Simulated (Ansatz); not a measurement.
SnGe$_{5}$

```
CELL_PARAMETERS angstrom
4.13925 0.00000 0.00000
-2.06963 3.58470 0.00000
0.00000 0.00000 10.07272
ATOMIC_POSITIONS crystal
Ge 0.00000 0.00000 0.98634
Ge 0.66667 0.33333 0.66600
Ge 0.33333 0.66667 0.34710
Ge 0.66667 0.33333 0.91057
Ge 0.33333 0.66667 0.59055
Sn 0.00000 0.00000 0.24943
```

Space group P3m1; started from the ordered alloy on diamond lattice prototype, which need not be the ambient phase.

All numbers below come from DFT, r2SCAN, plane waves, PAW in Ansatz.

Core electrons are frozen (PAW), and the valence fields are smoothed inside the atomic spheres.

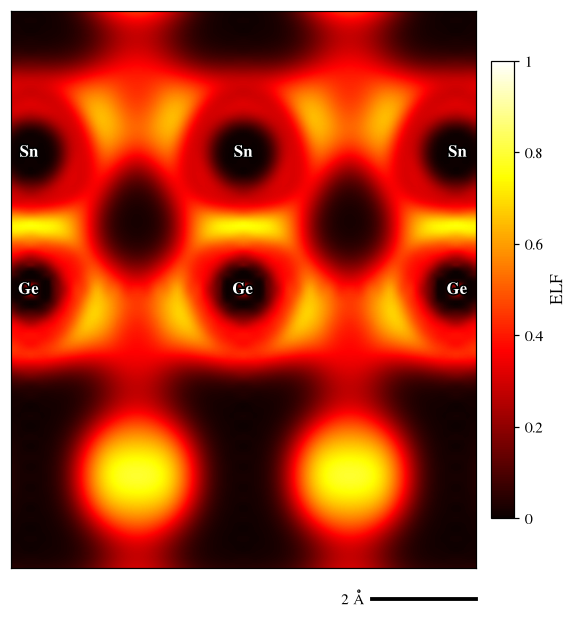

Figure 1. Electron localisation function on the (100) plane of the conventional cell.

Q: Read the bonding off the picture.

A:
- The section cuts through Ge and Sn sites.
- Sn–Ge (2.65 Å): the ELF peaks at about 0.75 between the atoms, as expected for a shared electron pair.

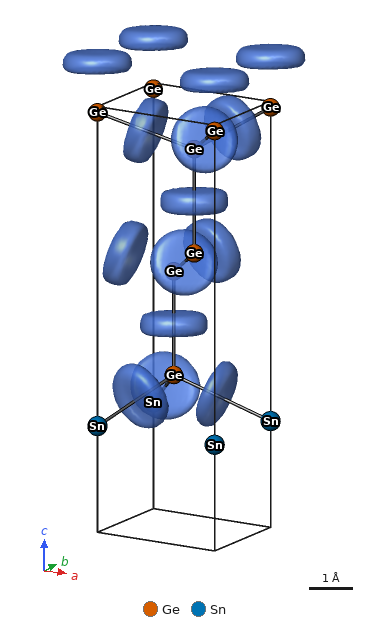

Figure 2. Isosurface of the electron localisation function at 0.6 (blue), seen slightly off an axis. Only the valence region is drawn (cores and ρ < 0.01 e/Å³ removed). Sticks mark near contacts.

Q: What do the ELF domains correspond to?

A: The surface consists of eight regions between bonded Ge–Ge atoms (shared pairs) and four regions between bonded Ge–Sn atoms (shared pairs), counted in one cell of 6 atoms. Regions shared between cells count once.


Ge–Ge (2.45 Å): the ELF peaks at about 0.80 between the atoms: a covalent bond. Sn–Ge (2.58 Å): the ELF peaks at about 0.75 between the atoms.
